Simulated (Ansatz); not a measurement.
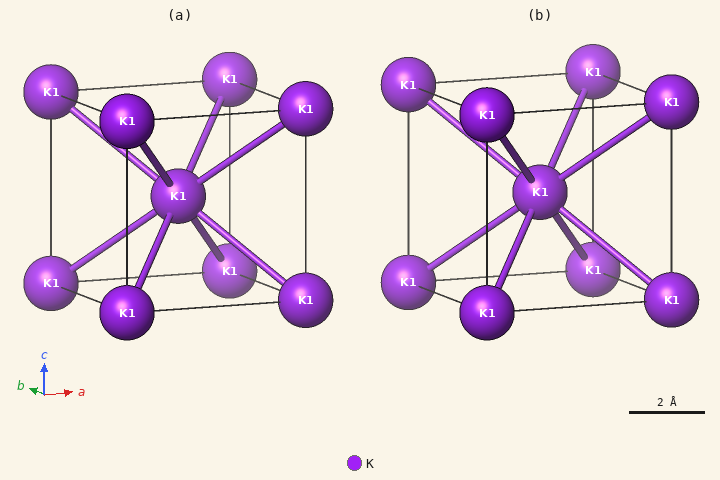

Left: a symmetric starting cell of K. Right: the same structure after one change, at the same scale. Style: ball-and-stick. Shown: the conventional cell (2 times the calculation's cell), slightly off an axis. Lengths and directions refer to the drawn axes.

Computed with DFT PBEsol, scalar-relativistic, plane waves, PAW in Ansatz. Set-up: plane-wave cutoff 420 eV; k-point mesh 12 × 12 × 12; occupations gaussian; smearing width 0.1 eV; no spin polarisation.

Q: What distinguishes the right structure from the left one?

A: All lengths are scaled by +3.3 % (volume +10.3 %), the atoms keeping their fractional coordinates. No relaxation follows. The starting cell wasn't computed here and needn't be at equilibrium, so pressure and forces aren't due to the change alone.

Q: What does the change do?

A: Some distances before and after: K–K 4.535 → 4.685 Å. The space group stays Im-3m (No. 229). The pressure is −0.3 GPa (not all of it need come from the change, since the unchanged cell can be under pressure at this level too). All forces vanish by symmetry.
